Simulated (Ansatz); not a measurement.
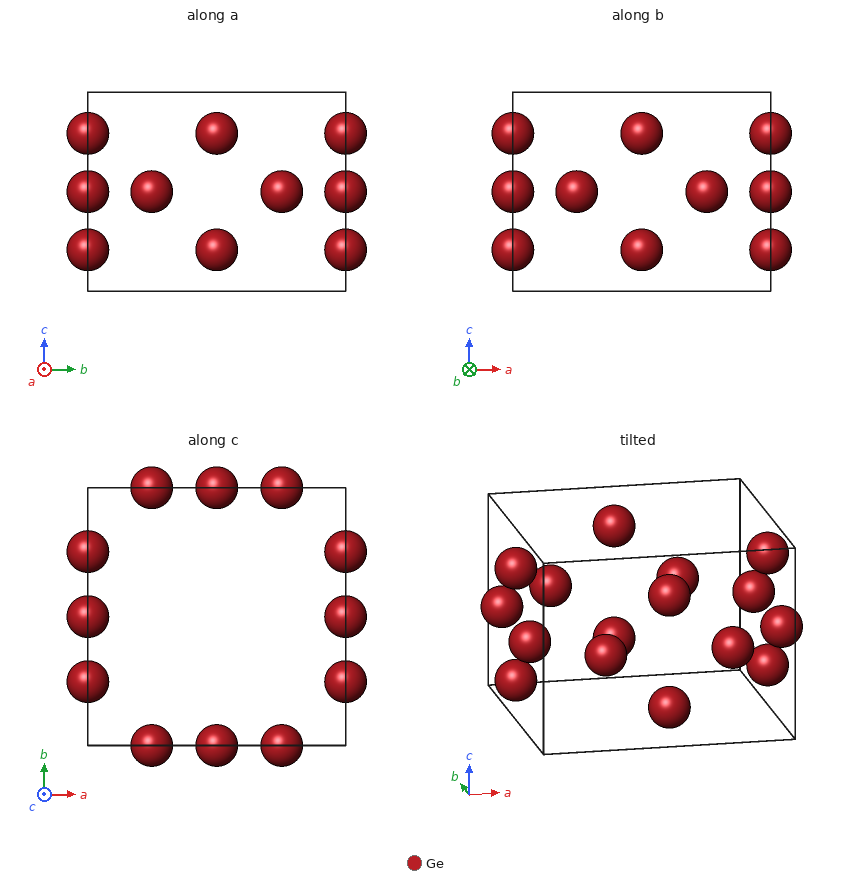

Structure drawing (spheres-only), viewed along the a axis, along the b axis, along the c axis and slightly off an axis. The parallelepiped is the conventional unit cell.

Lattice parameters: a = 7.2751 Å, b = 7.2751 Å, c = 5.6146 Å, α = 90.000°, β = 90.000°, γ = 90.000°.

Set out the cell and atoms as a CIF with its space group and independent sites, with free fractional coordinates to two decimals.

Answer.
```cif
data_structure
_symmetry_space_group_name_H-M 'P 4/m m m'
_symmetry_Int_Tables_number 123
_cell_length_a 7.2751
_cell_length_b 7.2751
_cell_length_c 5.6146
_cell_angle_alpha 90.000
_cell_angle_beta 90.000
_cell_angle_gamma 90.000
_cell_volume 297.16
loop_
_atom_site_label
_atom_site_type_symbol
_atom_site_symmetry_multiplicity
_atom_site_Wyckoff_symbol
_atom_site_fract_x
_atom_site_fract_y
_atom_site_fract_z
_atom_site_occupancy
Ge1 Ge 4 i 0.50 0.00 0.79 1
Ge2 Ge 4 m 0.25 0.00 0.50 1
```

The structure was taken from a structure type filled with this element by a generator (whether the element takes this form wasn't checked). The geometry was optimised with DFT PBE, scalar-relativistic, plane waves, PAW in Ansatz.
